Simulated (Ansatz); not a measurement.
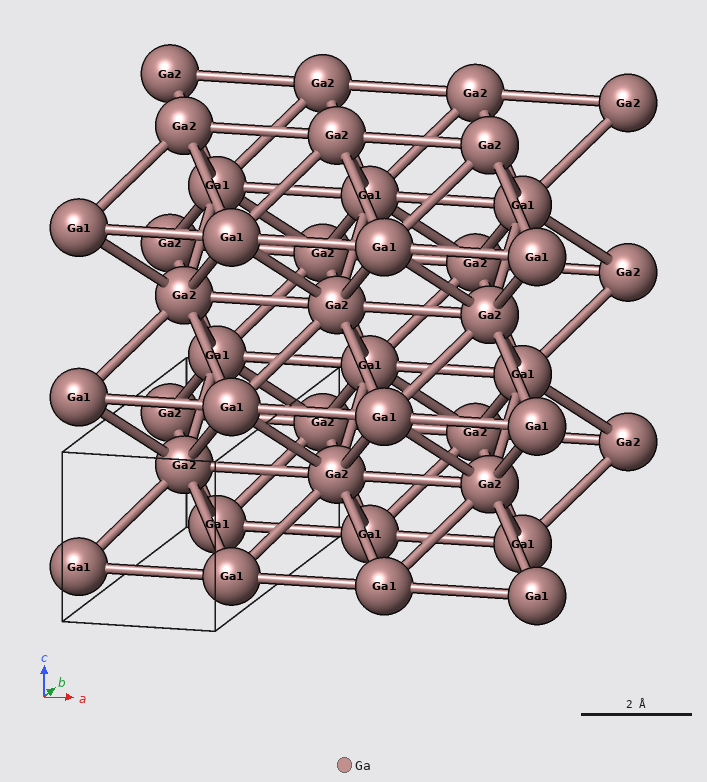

The input geometry (ball-and-stick view of the cell 2 times as large as that of the calculation, set on its symmetry axes, repeated 3 × 1 × 3, seen slightly off an axis; atoms are numbered from 1 in the order of the input). An atom can appear more than once, as a periodic image.

## Ga: geometry relaxation (part 1 of 2)

System: Ga (Cmcm, 2 atoms in the cell).
Method: DFT PBEsol, scalar-relativistic, plane waves, PAW, no spin polarisation (Ansatz 0.2.0).

The structure derives from an entry of the Crystallography Open Database. Figures and captions count atoms from 1; the log counts them from 0 in places.

### Log
```
Engine: ansatz 0.2.0, aarch64-unknown-linux-gnu
Pseudopotentials: kind: paw
Pseudopotential: Ga, paw, valence charge 13, recommended cutoff 420 eV (normal), Ga.paw.azcp
Functional definition: PBEsol
  exchange = pbesol_x
  correlation = pbesol_c
Crystal: 2 atoms, lattice volume = 37.370 Å³
Basis set: ecut = 420 eV, 723 PW (Γ), exchange–correlation on 60×60×48 points (8 copies of the dense FFT grid, shifted against one another)
Bands: 17, of which v1, the nominal top of the filled ones, is band 13 counted from 1 (12 counted from 0)
Symmetry: 8 space group operations
Space group: Cmcm (ITA 63), of the structure as read, at distance tolerance 3.3e-5 Å
k-points: 584 of 3584
Non-local potential: Ga, projectors of the file, l = 0: 2, l = 1: 2, l = 2: 3, l = 3: 1
PAW form: soft (Blöchl's): semilocal exchange-correlation on the pseudo side does not see the compensation charge
PAW frozen core: Ga, regenerated for the run's functional, and the local potential with it (the file was generated under x = pbe(κ = 0.804, μ = 0.2195149727645171), c = pbe(β = 0.06672455060314922))
PAW one-centre angular grid: Ga, 590 points (default); XC on 64 Gauss nodes
Initial density: superposition of atomic densities (neutral atoms: chi_scale 0, normalization atom), corrected by the library's trained network
Initial wavefunctions: pseudopotential atomic-orbital guess
Functional: x = pbesol(κ = 0.804, μ = 0.12345679012345678), c = pbesol(β = 0.046)
SCF iter   1: F=—  HF=-7486.350942 eV  |F-HF|=—  |Δ(HF+E_count)|=         —  Δρ=2.02e-3  dr2=1.13e-3  ethr=1.77e-3  ⟨swp⟩=5.1  Hψ=45607  notcnv=0
preconditioner: auto → Kerker (q_TF=auto, 2.568 Å⁻¹)  [metal: Δε(μ)=0.003 eV  Ē_g=17.070 eV  σ=0.100 eV  W_gap=0.02  n_scr=12 (ndim 8)  ℏωp=31.0 eV  f_vac=0.000  D(μ)=0.97/eV (n_scr^D=4)]
SCF iter   2: F=—  HF=-7486.349723 eV  |F-HF|=—  |Δ(HF+E_count)|=   1.22e-3  Δρ=1.09e-3  dr2=4.21e-4  ethr=4.33e-6  ⟨swp⟩=2.0  Hψ=20894  notcnv=0
SCF iter   3: F=—  HF=-7486.349676 eV  |F-HF|=—  |Δ(HF+E_count)|=   4.72e-5  Δρ=4.16e-4  dr2=1.00e-4  ethr=1.62e-6  ⟨swp⟩=1.2  Hψ=10918  notcnv=0
SCF iter   4: F=—  HF=-7486.349656 eV  |F-HF|=—  |Δ(HF+E_count)|=   2.01e-5  Δρ=1.06e-4  dr2=7.68e-6  ethr=3.86e-7  ⟨swp⟩=2.9  Hψ=17530  notcnv=0
SCF iter   5: F=—  HF=-7486.349654 eV  |F-HF|=—  |Δ(HF+E_count)|=   1.64e-6  Δρ=1.40e-4  dr2=3.34e-6  ethr=2.95e-8  ⟨swp⟩=2.0  Hψ=17441  notcnv=0
SCF iter   6: F=—  HF=-7486.349652 eV  |F-HF|=—  |Δ(HF+E_count)|=   2.39e-6  Δρ=2.76e-5  dr2=1.68e-7  ethr=1.29e-8  ⟨swp⟩=2.0  Hψ=15664  notcnv=0
SCF iter   7: F=-7486.349652 eV  HF=-7486.349652 eV  |F-HF|=3.45e-8  |Δ(HF+E_count)|=   1.75e-7  Δρ=1.07e-5  dr2=2.10e-8  ethr=3.85e-10  ⟨swp⟩=9.7  Hψ=75279  notcnv=0
SCF 1 converged in 7 iterations: F = -7486.349652 eV  dr2 = 2.10e-8
  greatest PAW one-centre occupation: 0.994 electrons in one spin orbital (limit 2), on the Ga atom at site 1 (counted from 0), in its partial waves of l = 2
relax step   1: F+E_penalty+E_count = -7486.34965184 eV  Δ(F+E_penalty+E_count) = +0.000e0 eV  max|allowed force component| = 1.962e-1 eV/Å  Δτ_max = 0.0000 Å  P = -1.908 GPa  Ω = 37.370 Å³  (7 SCF iters, dr2 threshold 1.00e-7 eV, accepted)
Crystal: 2 atoms, lattice volume = 35.826 Å³
Basis set: ecut = 420 eV, 707 PW (Γ), exchange–correlation on 60×60×48 points (8 copies of the dense FFT grid, shifted against one another)
Initial density: handed on by an earlier stage of this run
Initial wavefunctions: those handed on with the density
iter 1 solved again at ethr=5.64e-6 eV; its pass at ethr=3.10e-3 eV (dr2=1.47e-3 eV) is discarded
SCF iter   1: F=—  HF=-7486.369530 eV  |F-HF|=—  |Δ(HF+E_count)|=         —  Δρ=2.34e-3  dr2=1.52e-3  ethr=5.64e-6  ⟨swp⟩=2.0  Hψ=63754  notcnv=0
preconditioner: auto → Kerker (q_TF=auto, 2.586 Å⁻¹)  [metal: Δε(μ)=0.011 eV  Ē_g=17.305 eV  σ=0.100 eV  W_gap=0.06  n_scr=12 (ndim 8)  ℏωp=31.6 eV  f_vac=0.000  D(μ)=0.97/eV (n_scr^D=4)]
SCF iter   2: F=—  HF=-7486.369280 eV  |F-HF|=—  |Δ(HF+E_count)|=   2.50e-4  Δρ=1.40e-3  dr2=5.88e-4  ethr=5.64e-6  ⟨swp⟩=2.0  Hψ=16444  notcnv=0
SCF iter   3: F=—  HF=-7486.369201 eV  |F-HF|=—  |Δ(HF+E_count)|=   7.89e-5  Δρ=5.13e-4  dr2=9.85e-5  ethr=2.26e-6  ⟨swp⟩=2.0  Hψ=15914  notcnv=0
SCF iter   4: F=—  HF=-7486.369138 eV  |F-HF|=—  |Δ(HF+E_count)|=   6.31e-5  Δρ=1.69e-4  dr2=5.06e-6  ethr=3.79e-7  ⟨swp⟩=2.0  Hψ=17535  notcnv=0
SCF iter   5: F=—  HF=-7486.369138 eV  |F-HF|=—  |Δ(HF+E_count)|=   2.21e-8  Δρ=2.36e-5  dr2=3.00e-7  ethr=1.95e-8  ⟨swp⟩=2.8  Hψ=17958  notcnv=0
SCF iter   6: F=-7486.369138 eV  HF=-7486.369138 eV  |F-HF|=1.15e-8  |Δ(HF+E_count)|=   6.66e-8  Δρ=7.50e-6  dr2=2.57e-8  ethr=7.69e-10  ⟨swp⟩=9.0  Hψ=69178  notcnv=0
SCF 2 converged in 6 iterations: F = -7486.369138 eV  dr2 = 2.57e-8
relax step   2: F+E_penalty+E_count = -7486.36913789 eV  Δ(F+E_penalty+E_count) = -1.949e-2 eV  max|allowed force component| = 3.471e-2 eV/Å  Δτ_max = 0.0217 Å  P = +0.317 GPa  Ω = 35.826 Å³  energy of the carried Pulay correction = +4.041e-4 eV  (6 SCF iters, dr2 threshold 2.00e-7 eV, accepted)
Crystal: 2 atoms, lattice volume = 35.714 Å³
Basis set: ecut = 420 eV, 683 PW (Γ), exchange–correlation on 60×60×48 points (8 copies of the dense FFT grid, shifted against one another)
iter 1 solved again at ethr=1.37e-6 eV; its pass at ethr=3.10e-3 eV (dr2=3.55e-4 eV) is discarded
SCF iter   1: F=—  HF=-7486.378515 eV  |F-HF|=—  |Δ(HF+E_count)|=         —  Δρ=9.49e-4  dr2=3.60e-4  ethr=1.37e-6  ⟨swp⟩=2.0  Hψ=66378  notcnv=0
preconditioner: auto → Kerker (q_TF=auto, 2.588 Å⁻¹)  [metal: Δε(μ)=0.006 eV  Ē_g=17.360 eV  σ=0.100 eV  W_gap=0.03  n_scr=12 (ndim 8)  ℏωp=31.7 eV  f_vac=0.000  D(μ)=0.84/eV (n_scr^D=4)]
SCF iter   2: F=—  HF=-7486.378470 eV  |F-HF|=—  |Δ(HF+E_count)|=   4.50e-5  Δρ=6.31e-4  dr2=1.70e-4  ethr=1.37e-6  ⟨swp⟩=1.0  Hψ=9928  notcnv=0
SCF iter   3: F=—  HF=-7486.378437 eV  |F-HF|=—  |Δ(HF+E_count)|=   3.30e-5  Δρ=1.60e-4  dr2=7.05e-6  ethr=6.55e-7  ⟨swp⟩=3.0  Hψ=17657  notcnv=0
SCF iter   4: F=—  HF=-7486.378429 eV  |F-HF|=—  |Δ(HF+E_count)|=   8.25e-6  Δρ=6.65e-5  dr2=1.05e-6  ethr=2.71e-8  ⟨swp⟩=2.0  Hψ=17530  notcnv=0
SCF iter   5: F=-7486.378429 eV  HF=-7486.378429 eV  |F-HF|=1.08e-7  |Δ(HF+E_count)|=   2.04e-7  Δρ=1.52e-5  dr2=1.23e-7  ethr=7.69e-10  ⟨swp⟩=10.9  Hψ=86328  notcnv=0
SCF 3 converged in 5 iterations: F = -7486.378429 eV  dr2 = 1.23e-7
relax step   3: F+E_penalty+E_count = -7486.37842907 eV  Δ(F+E_penalty+E_count) = -9.291e-3 eV  max|allowed force component| = 7.888e-2 eV/Å  Δτ_max = 0.0007 Å  P = +0.379 GPa  Ω = 35.714 Å³  energy of the carried Pulay correction = +4.342e-4 eV  (5 SCF iters, dr2 threshold 2.00e-7 eV, accepted)
Crystal: 2 atoms, lattice volume = 35.566 Å³
iter 1 solved again at ethr=2.10e-6 eV; its pass at ethr=3.10e-3 eV (dr2=5.45e-4 eV) is discarded
SCF iter   1: F=—  HF=-7486.386276 eV  |F-HF|=—  |Δ(HF+E_count)|=         —  Δρ=1.12e-3  dr2=5.62e-4  ethr=2.10e-6  ⟨swp⟩=2.5  Hψ=71801  notcnv=0
preconditioner: auto → Kerker (q_TF=auto, 2.589 Å⁻¹)  [metal: Δε(μ)=0.006 eV  Ē_g=17.398 eV  σ=0.100 eV  W_gap=0.03  n_scr=12 (ndim 8)  ℏωp=31.7 eV  f_vac=0.000  D(μ)=0.69/eV (n_scr^D=2)]
SCF iter   2: F=—  HF=-7486.386195 eV  |F-HF|=—  |Δ(HF+E_count)|=   8.08e-5  Δρ=7.46e-4  dr2=2.69e-4  ethr=2.10e-6  ⟨swp⟩=1.0  Hψ=9928  notcnv=0
SCF iter   3: F=—  HF=-7486.386134 eV  |F-HF|=—  |Δ(HF+E_count)|=   6.12e-5  Δρ=2.00e-4  dr2=1.04e-5  ethr=1.04e-6  ⟨swp⟩=2.8  Hψ=17450  notcnv=0
SCF iter   4: F=—  HF=-7486.386119 eV  |F-HF|=—  |Δ(HF+E_count)|=   1.44e-5  Δρ=9.05e-5  dr2=1.85e-6  ethr=4.01e-8  ⟨swp⟩=2.1  Hψ=18423  notcnv=0
SCF iter   5: F=—  HF=-7486.386120 eV  |F-HF|=—  |Δ(HF+E_count)|=   3.09e-7  Δρ=2.02e-5  dr2=2.42e-7  ethr=7.12e-9  ⟨swp⟩=2.2  Hψ=16743  notcnv=0
SCF iter   6: F=-7486.386120 eV  HF=-7486.386120 eV  |F-HF|=8.54e-9  |Δ(HF+E_count)|=   4.09e-8  Δρ=8.00e-6  dr2=2.84e-8  ethr=7.69e-10  ⟨swp⟩=10.0  Hψ=80502  notcnv=0
SCF 4 converged in 6 iterations: F = -7486.386120 eV  dr2 = 2.84e-8
relax step   4: F+E_penalty+E_count = -7486.38611972 eV  Δ(F+E_penalty+E_count) = -7.691e-3 eV  max|allowed force component| = 8.834e-2 eV/Å  Δτ_max = 0.0039 Å  P = +0.579 GPa  Ω = 35.566 Å³  energy of the carried Pulay correction = +4.740e-4 eV  (6 SCF iters, dr2 threshold 2.00e-7 eV, accepted)
Crystal: 2 atoms, lattice volume = 35.862 Å³
Basis set: ecut = 420 eV, 687 PW (Γ), exchange–correlation on 60×60×48 points (8 copies of the dense FFT grid, shifted against one another)
iter 1 solved again at ethr=1.81e-6 eV; its pass at ethr=3.10e-3 eV (dr2=4.72e-4 eV) is discarded
SCF iter   1: F=—  HF=-7486.388045 eV  |F-HF|=—  |Δ(HF+E_count)|=         —  Δρ=1.16e-3  dr2=4.48e-4  ethr=1.81e-6  ⟨swp⟩=3.2  Hψ=75246  notcnv=0
preconditioner: auto → Kerker (q_TF=auto, 2.586 Å⁻¹)  [metal: Δε(μ)=0.007 eV  Ē_g=17.375 eV  σ=0.100 eV  W_gap=0.04  n_scr=12 (ndim 8)  ℏωp=31.6 eV  f_vac=0.000  D(μ)=0.72/eV (n_scr^D=4)]
SCF iter   2: F=—  HF=-7486.387983 eV  |F-HF|=—  |Δ(HF+E_count)|=   6.24e-5  Δρ=7.09e-4  dr2=2.11e-4  ethr=1.72e-6  ⟨swp⟩=1.0  Hψ=9928  notcnv=0
SCF iter   3: F=—  HF=-7486.387931 eV  |F-HF|=—  |Δ(HF+E_count)|=   5.23e-5  Δρ=1.50e-4  dr2=4.94e-6  ethr=8.11e-7  ⟨swp⟩=3.0  Hψ=17593  notcnv=0
SCF iter   4: F=—  HF=-7486.387926 eV  |F-HF|=—  |Δ(HF+E_count)|=   4.91e-6  Δρ=8.87e-5  dr2=1.86e-6  ethr=1.90e-8  ⟨swp⟩=2.3  Hψ=19557  notcnv=0
SCF iter   5: F=—  HF=-7486.387925 eV  |F-HF|=—  |Δ(HF+E_count)|=   9.42e-7  Δρ=2.63e-5  dr2=3.32e-7  ethr=7.14e-9  ⟨swp⟩=2.0  Hψ=15768  notcnv=0
SCF iter   6: F=-7486.387925 eV  HF=-7486.387925 eV  |F-HF|=1.01e-8  |Δ(HF+E_count)|=   7.65e-8  Δρ=6.34e-6  dr2=1.99e-8  ethr=7.69e-10  ⟨swp⟩=10.8  Hψ=88229  notcnv=0
SCF 5 converged in 6 iterations: F = -7486.387925 eV  dr2 = 1.99e-8
relax step   5: F+E_penalty+E_count = -7486.38792473 eV  Δ(F+E_penalty+E_count) = -1.805e-3 eV  max|allowed force component| = 7.524e-3 eV/Å  Δτ_max = 0.0130 Å  P = +0.011 GPa  Ω = 35.862 Å³  energy of the carried Pulay correction = +3.946e-4 eV  (6 SCF iters, dr2 threshold 2.00e-7 eV, accepted)
Crystal: 2 atoms, lattice volume = 35.896 Å³
Basis set: ecut = 420 eV, 675 PW (Γ), exchange–correlation on 60×60×48 points (8 copies of the dense FFT grid, shifted against one another)
iter 1 solved again at ethr=1.24e-7 eV; its pass at ethr=3.10e-3 eV (dr2=3.21e-5 eV) is discarded
SCF iter   1: F=—  HF=-7486.388153 eV  |F-HF|=—  |Δ(HF+E_count)|=         —  Δρ=2.86e-4  dr2=3.28e-5  ethr=1.24e-7  ⟨swp⟩=3.1  Hψ=66368  notcnv=0
preconditioner: auto → Kerker (q_TF=auto, 2.586 Å⁻¹)  [metal: Δε(μ)=0.009 eV  Ē_g=17.365 eV  σ=0.100 eV  W_gap=0.05  n_scr=12 (ndim 8)  ℏωp=31.6 eV  f_vac=0.000  D(μ)=0.72/eV (n_scr^D=4)]
SCF iter   2: F=—  HF=-7486.388146 eV  |F-HF|=—  |Δ(HF+E_count)|=   6.87e-6  Δρ=1.89e-4  dr2=1.54e-5  ethr=1.24e-7  ⟨swp⟩=1.0  Hψ=9928  notcnv=0
SCF iter   3: F=—  HF=-7486.388143 eV  |F-HF|=—  |Δ(HF+E_count)|=   3.14e-6  Δρ=6.38e-5  dr2=9.67e-7  ethr=5.94e-8  ⟨swp⟩=2.0  Hψ=17406  notcnv=0
SCF iter   4: F=-7486.388142 eV  HF=-7486.388142 eV  |F-HF|=9.20e-10  |Δ(HF+E_count)|=   1.53e-6  Δρ=2.17e-5  dr2=8.92e-8  ethr=5.66e-10  ⟨swp⟩=8.1  Hψ=83412  notcnv=0
SCF 6 converged in 4 iterations: F = -7486.388142 eV  dr2 = 8.92e-8
relax step   6: F+E_penalty+E_count = -7486.38814183 eV  Δ(F+E_penalty+E_count) = -2.171e-4 eV  max|allowed force component| = 2.032e-4 eV/Å  Δτ_max = 0.0015 Å  P = -0.048 GPa  Ω = 35.896 Å³  energy of the carried Pulay correction = +3.855e-4 eV  (4 SCF iters, dr2 threshold 1.47e-7 eV, accepted)
iter 1 solved again at ethr=6.68e-9 eV; its pass at ethr=3.10e-3 eV (dr2=1.74e-6 eV) is discarded
SCF iter   1: F=—  HF=-7486.388166 eV  |F-HF|=—  |Δ(HF+E_count)|=         —  Δρ=4.99e-5  dr2=7.71e-7  ethr=6.68e-9  ⟨swp⟩=3.1  Hψ=65276  notcnv=0
preconditioner: auto → Kerker (q_TF=auto, 2.586 Å⁻¹)  [metal: Δε(μ)=0.006 eV  Ē_g=17.367 eV  σ=0.100 eV  W_gap=0.03  n_scr=12 (ndim 8)  ℏωp=31.6 eV  f_vac=0.000  D(μ)=0.72/eV (n_scr^D=4)]
SCF iter   2: F=—  HF=-7486.388164 eV  |F-HF|=—  |Δ(HF+E_count)|=   1.95e-6  Δρ=3.31e-5  dr2=3.60e-7  ethr=2.96e-9  ⟨swp⟩=1.0  Hψ=9930  notcnv=0
SCF iter   3: F=-7486.388164 eV  HF=-7486.388164 eV  |F-HF|=8.83e-9  |Δ(HF+E_count)|=   5.75e-8  Δρ=3.44e-6  dr2=5.59e-9  ethr=7.98e-11  ⟨swp⟩=7.9  Hψ=81122  notcnv=0
SCF 7 converged in 3 iterations: F = -7486.388164 eV  dr2 = 5.59e-9
relax step   7: F+E_penalty+E_count = -7486.38816391 eV  Δ(F+E_penalty+E_count) = -2.209e-5 eV  max|allowed force component| = 7.023e-4 eV/Å  Δτ_max = 0.0000 Å  P = +0.007 GPa  Ω = 35.862 Å³  energy of the carried Pulay correction = +3.945e-4 eV  (3 SCF iters, dr2 threshold 2.08e-8 eV, accepted)
Initial wavefunctions: pseudopotential atomic-orbital guess (no wavefunctions were taken with the density)
iter 1 solved again at ethr=1.48e-7 eV; its pass at ethr=3.10e-3 eV (dr2=3.84e-5 eV) is discarded
SCF iter   1: F=—  HF=-7486.387619 eV  |F-HF|=—  |Δ(HF+E_count)|=         —  Δρ=5.62e-4  dr2=2.98e-6  ethr=1.48e-7  ⟨swp⟩=2.8  Hψ=67112  notcnv=0
SCF iter   2: F=—  HF=-7486.387701 eV  |F-HF|=—  |Δ(HF+E_count)|=   8.15e-5  Δρ=2.92e-4  dr2=1.39e-6  ethr=1.15e-8  ⟨swp⟩=2.0  Hψ=15766  notcnv=0
SCF iter   3: F=—  HF=-7486.387719 eV  |F-HF|=—  |Δ(HF+E_count)|=   1.86e-5  Δρ=5.76e-5  dr2=3.32e-8  ethr=5.35e-9  ⟨swp⟩=2.0  Hψ=15497  notcnv=0
SCF iter   4: F=—  HF=-7486.387720 eV  |F-HF|=—  |Δ(HF+E_count)|=   6.40e-7  Δρ=9.39e-6  dr2=7.14e-9  ethr=1.28e-10  ⟨swp⟩=2.0  Hψ=17516  notcnv=0
SCF iter   5: F=—  HF=-7486.387720 eV  |F-HF|=—  |Δ(HF+E_count)|=   1.97e-8  Δρ=1.67e-6  dr2=3.15e-10  ethr=2.75e-11  ⟨swp⟩=2.0  Hψ=17411  notcnv=0
SCF iter   6: F=-7486.387720 eV  HF=-7486.387720 eV  |F-HF|=7.28e-12  |Δ(HF+E_count)|=  3.89e-10  Δρ=2.58e-7  dr2=1.06e-11  ethr=1.00e-12  ⟨swp⟩=4.5  Hψ=47368  notcnv=0
SCF 8 converged in 6 iterations: F = -7486.387720 eV  dr2 = 1.06e-11
relax step   8: F+E_penalty+E_count = -7486.38772003 eV  Δ(F+E_penalty+E_count) = +4.439e-4 eV  max|allowed force component| = 7.495e-4 eV/Å  Δτ_max = 0.0000 Å  P = +0.007 GPa  Ω = 35.862 Å³  stress off target by 3.23e-2 GPa  SCF on the basis re-selected at this cell (its energy is not comparable with the rows above)  (6 SCF iters)
```
